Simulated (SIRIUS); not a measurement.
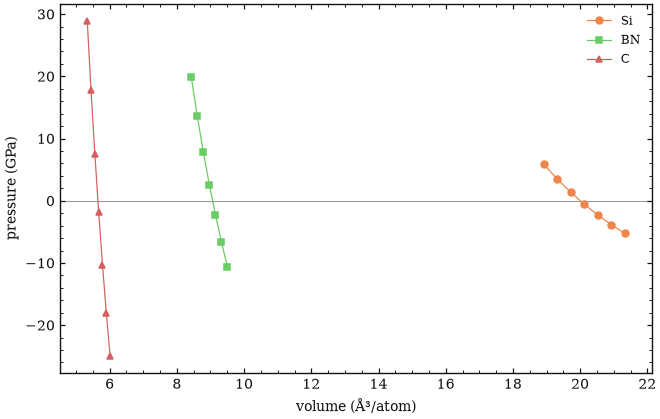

The plot gives the computed pressure against volume, with one curve for each compound, for BN, C and Si (all in space group P6_3/mmc (No. 194)).

Method: plane-wave DFT, no spin polarisation; energies at scaled volumes of the given cell, shape and fractions fixed, counted from the fit's minimum, third-order Birch-Murnaghan fit (SIRIUS 7.12.0). Level: PBEsol.

```tsv
setting	value
occupations	Fermi–Dirac
smearing width	0.05 eV
potentials	dojo sr pbesol 0.4.1 standard
```

Settings that differ: Si: density cutoff 1960 eV, wave cutoff 490 eV, k mesh 8×8×4; BN: density cutoff 4610 eV, wave cutoff 1150 eV, k mesh 12×12×4; C: density cutoff 4510 eV, wave cutoff 1130 eV, k mesh 12×12×7.

Q: Order the curves by fitted equilibrium volume, smallest first.

A: C 5.652, BN 9.061, Si 20.006 Å³/atom.

Q: Order the curves by fitted bulk modulus, smallest first.

A: Si 93.3, BN 241.7, C 449.6 GPa.

Caveats: shape and atomic fractions are frozen while scaling, which makes layered, chain and framework solids too stiff.

The computed values:

Si:
| volume (Å³/atom) | pressure (GPa) |
| --- | --- |
| 18.92 | 5.85 |
| 19.32 | 3.48 |
| 19.72 | 1.35 |
| 20.13 | −0.57 |
| 20.53 | −2.30 |
| 20.93 | −3.85 |
| 21.33 | −5.25 |

BN:
| volume (Å³/atom) | pressure (GPa) |
| --- | --- |
| 8.4286 | 19.87 |
| 8.6079 | 13.57 |
| 8.7872 | 7.82 |
| 8.9666 | 2.56 |
| 9.1459 | −2.23 |
| 9.3252 | −6.61 |
| 9.5046 | −10.61 |

C:
| volume (Å³/atom) | pressure (GPa) |
| --- | --- |
| 5.3318 | 28.97 |
| 5.4452 | 17.74 |
| 5.5587 | 7.52 |
| 5.6721 | −1.79 |
| 5.7856 | −10.26 |
| 5.8990 | −17.97 |
| 6.0124 | −24.98 |
